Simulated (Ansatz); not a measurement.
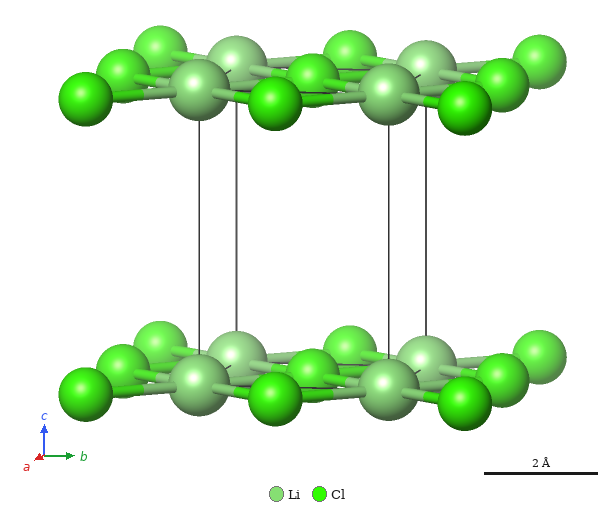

Ball-and-stick model, viewed slightly off an axis. Thin lines show the simulation cell, with boundary atoms drawn in all their periodic places. Atoms just outside the outline that bond to atoms inside are added.

The calculation's input:
```yaml
crystal:
  lattice:
    - [3.4326199224, 0.0, 0.0]
    - [0.0, 3.4326199224, 0.0]
    - [0.0, 0.0, 5.2863800511]
  atoms:
    - { symbol: Li, position: [0.0, 0.0, 0.0] }
    - { symbol: Cl, position: [0.5, 0.5, 0.0] }
basis:
  ecutwfc: 420
kpoints:
  mp_grid: { grid: [8, 8, 4] }
  band_path:
    path:
      - [[0.0, 0.0, 0.0], [0.0, 0.5, 0.0], [0.5, 0.5, 0.0], [0.0, 0.0, 0.0], [0.0, 0.0, 0.5], [0.0, 0.5, 0.5], [0.5, 0.5, 0.5], [0.0, 0.0, 0.5]]
      - [[0.0, 0.5, 0.0], [0.0, 0.5, 0.5]]
      - [[0.5, 0.5, 0.0], [0.5, 0.5, 0.5]]
    npoints: 14
hamiltonian:
  xc: pbe
scf:
  occupations: { method: gaussian, width: 0.02 }
  n_extra_bands: 6
output:
  forces: true
  stress: true
  eigenvalues: true
  populations: true
  dos: { projected: true, de: 0.02, nscf_kmesh: { grid: [12, 12, 6] } }
  bader: true
  write_density: true
  write_potential: true
  elf: true
  volumetric_format: npy
```
Run as:
```sh
ansatz run input.yaml --threads 1 --pin off --max-ram 2048MiB --backend cpu --events-out ev --progress --plain --runs-dir out
```

The calculation: DFT PBE, scalar-relativistic, plane waves, PAW (Ansatz), with a 420 eV plane-wave basis, k-grid 8×8×4, Gaussian smearing of 0.02 eV, no spin polarisation.

### List the Bader charges.

Li +0.90 e; Cl -0.90 e. The transfer is large, as in an ionic solid.

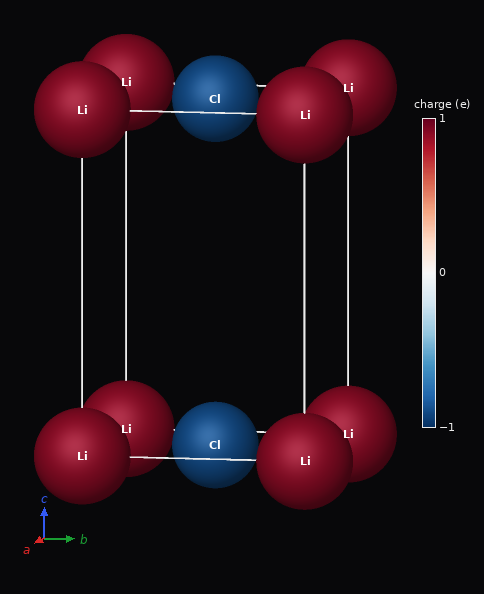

The atoms coloured by those charges.

The structure comes from a structure type filled with these elements by a generator (whether the compound takes this form wasn't checked). Earlier steps of the study may have refined or changed the cell and positions. It was run through Ansatz as a DFT input.
